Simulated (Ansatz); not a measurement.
The coordinates of a crystal:

```cif
data_structure
_symmetry_space_group_name_H-M 'P 1'
_symmetry_Int_Tables_number 1
_cell_length_a 2.9905
_cell_length_b 2.9905
_cell_length_c 7.6030
_cell_angle_alpha 90.000
_cell_angle_beta 90.000
_cell_angle_gamma 120.000
_cell_volume 58.88
loop_
_atom_site_label
_atom_site_type_symbol
_atom_site_fract_x
_atom_site_fract_y
_atom_site_fract_z
_atom_site_occupancy
Ta1 Ta 0.00000 0.00000 0.50000 1
Ta2 Ta 0.33333 0.66667 0.17552 1
Ta3 Ta 0.66667 0.33333 0.82448 1
N1 N 0.00000 0.00000 0.00000 1
```

**Before looking at a picture, describe the arrangement of atoms.**

The stoichiometry is Ta$_{3}$N. Space group: P-3m1 (No. 164). Lattice: primitive hexagonal. The cell has 4 atoms, namely 3 Ta, 1 N. Within bonding distance, the neighbour counts come to Ta 12 and N 6. Not all metal-metal contacts are counted.

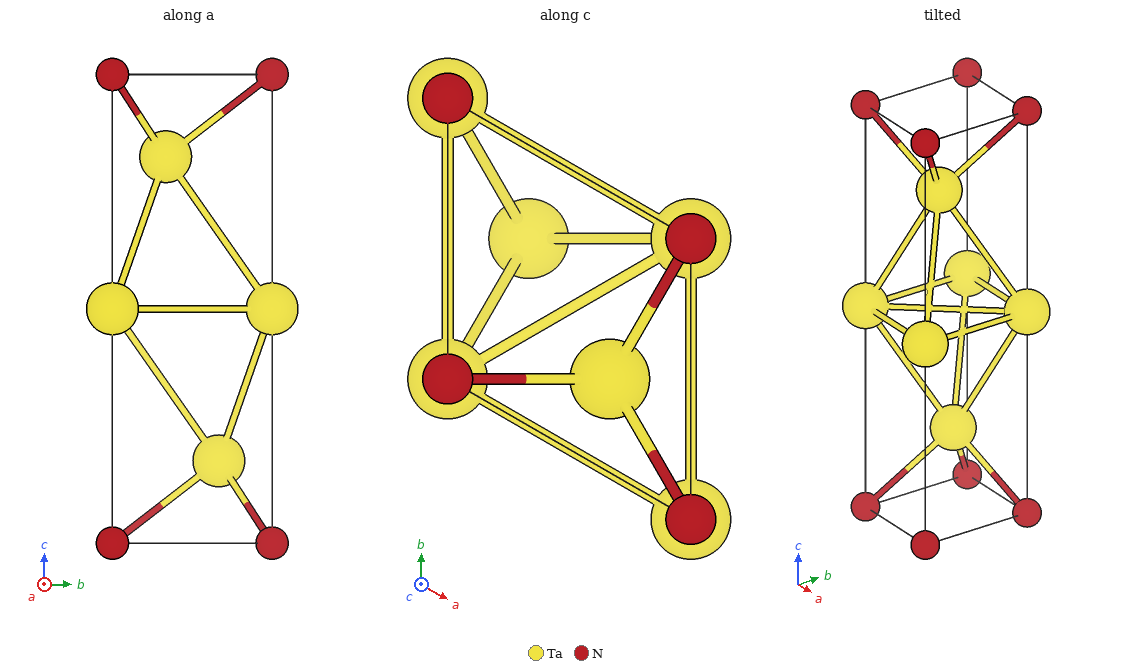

Drawn in the ball-and-stick manner and seen along the a axis, along the c axis and slightly off an axis. Thin lines show the conventional unit cell, with boundary atoms drawn in all their periodic places.

The model was built from a structure listed in the Materials Project. The picture shows the end point of a geometry optimisation with Ansatz, DFT r2SCAN, scalar-relativistic, plane waves, PAW.
